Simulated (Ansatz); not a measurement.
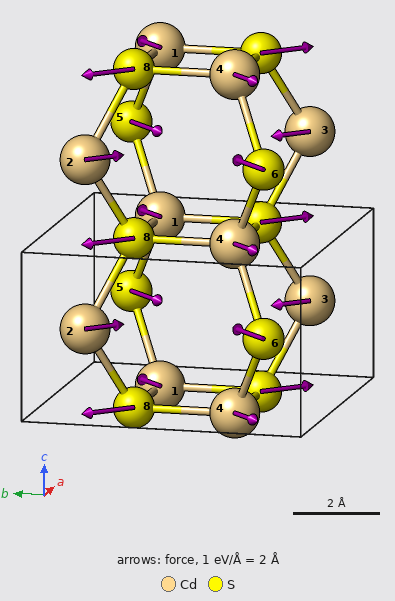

Starting geometry of crystalline CdS (a generated structure, set up in P4_2/mnm) (coarse preliminary run) with the computed forces as purple arrows. The picture is a ball-and-stick view of the cell of the calculation, repeated 1 × 1 × 2 with one cell outlined, seen from a free direction.

Method: Ansatz 0.2.0, DFT PBE, scalar-relativistic, plane waves, PAW.

Input file:
```yaml
crystal:
  lattice:
    - [6.74604279, 0.0, 0.0]
    - [0.0, 6.74604279, 0.0]
    - [0.0, 0.0, 4.0488215]
  atoms:
    - { symbol: Cd, position: [0.68049857, 0.68049857, 0.0] }
    - { symbol: Cd, position: [0.18049857, 0.81950143, 0.5] }
    - { symbol: Cd, position: [0.81950143, 0.18049857, 0.5] }
    - { symbol: Cd, position: [0.31950143, 0.31950143, 0.0] }
    - { symbol: S, position: [0.81950143, 0.81950143, 0.5] }
    - { symbol: S, position: [0.18049857, 0.18049857, 0.5] }
    - { symbol: S, position: [0.68049857, 0.31950143, 0.0] }
    - { symbol: S, position: [0.31950143, 0.68049857, 0.0] }
basis:
  ecutwfc: 420
kpoints:
  mp_grid: { grid: [4, 4, 4] }
hamiltonian:
  xc: pbe
scf:
  occupations: { method: gaussian, width: 0.1 }
  lower_state_search: "off"
output:
  forces: true
  stress: true
  eigenvalues: true
relax:
  adjacent_minimum: "off"
  f_tol: 0.04
  max_steps: 70
  cell: { stress_tol: 0.4 }
```

Command:
```bash
ansatz run input.yaml --threads 1 --pin off --max-ram 2560MiB --backend cpu --events-out ev --progress --plain --runs-dir out
```

### What follows when this structure is relaxed?

It isn't relaxed: the largest force vector, on S atoms, is 0.72 eV/Å. The final displacements have little in common with the starting forces (cosine between the two patterns 0.21). The energy falls by 1.210 eV per cell of the calculation in 3 accepted moves (4 points after the start). The largest force component goes from 0.51 to 0.019 eV/Å. The pressure goes from 12.82 to −0.03 GPa. The SCF was repeated once at an unchanged geometry on a basis and grid sized afresh for the cell, which shifted the energy by 6.2 meV per cell of the calculation at most. The largest moves relative to the cell, 0.030 Å, are those of S5, S6, S7 and S8. S5 goes along [−1 −1 0]. By element the largest moves are S 0.030 Å, Cd 0.026 Å. Cell: a = b 6.746 → 7.204 Å (+6.8 %), c 4.049 → 4.219 Å (+4.2 %). Volume +18.8 %. Among the contacts that change: Cd1–S7 2.435 → 2.604 Å, Cd1–S5 2.420 → 2.539 Å. The space group stays P4_2/mnm (No. 136). Cost: 67 s on 1 thread of Arm Neoverse V1, with other jobs on the host, peak memory 0.52 GiB.
